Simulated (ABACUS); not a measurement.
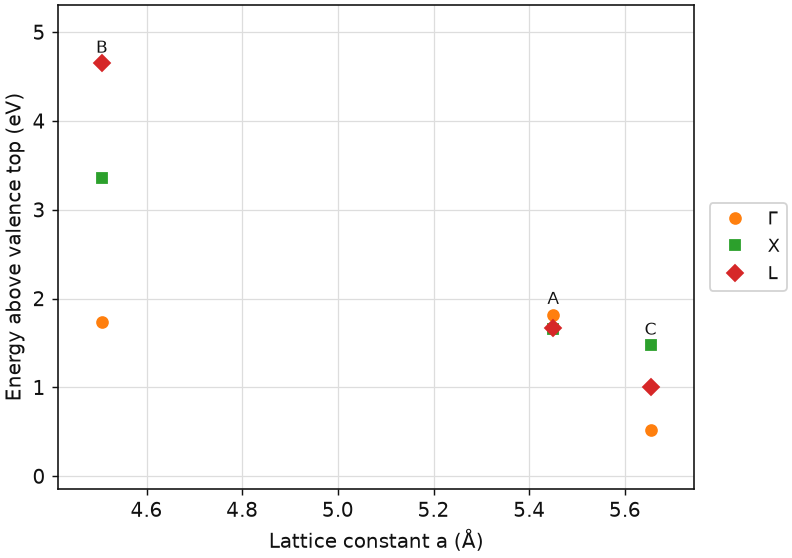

Lowest conduction level at each named k point, counted from the valence-band top at Γ, for three zincblende crystals against the lattice constant, each in its database cell. All by ABACUS with PBE, without spin-orbit coupling, no moments; potentials: Ansatz NC PBE; PseudoDojo NC SR 0.4.1 PBE standard.

Question: Which letter is which compound? They are GaAs, GaN and GaP.

Answer: A is GaP; B is GaN; C is GaAs.

Question: How does the value at Γ change from N to As?

Answer: GaN 1.74, GaP 1.82 and GaAs 0.52 eV: it doesn't move in one direction down the group.

Question: With the valence top at Γ, which of these have their lowest conduction level there too?

Answer: GaN and GaAs (direct among these points); GaP has it at X or L.

```
compound  a (Å)  k mesh  Γ (eV)  X (eV)  L (eV)
     GaN  4.507   8×8×8    1.74    3.36    4.65
     GaP  5.451   8×8×8    1.82    1.66    1.67
    GaAs  5.654   8×8×8    0.52    1.47    1.00
```

LDA, GGA and most meta-GGA functionals understate gaps. The usual form of GaN is wurtzite. GaP: measured GaP has its conduction bottom near X; the order of its valleys hangs on the functional and the volume. GaAs: spin-orbit coupling is left out, which matters for As. The cells are as the databases list them, so they lie at different pressures for this functional.
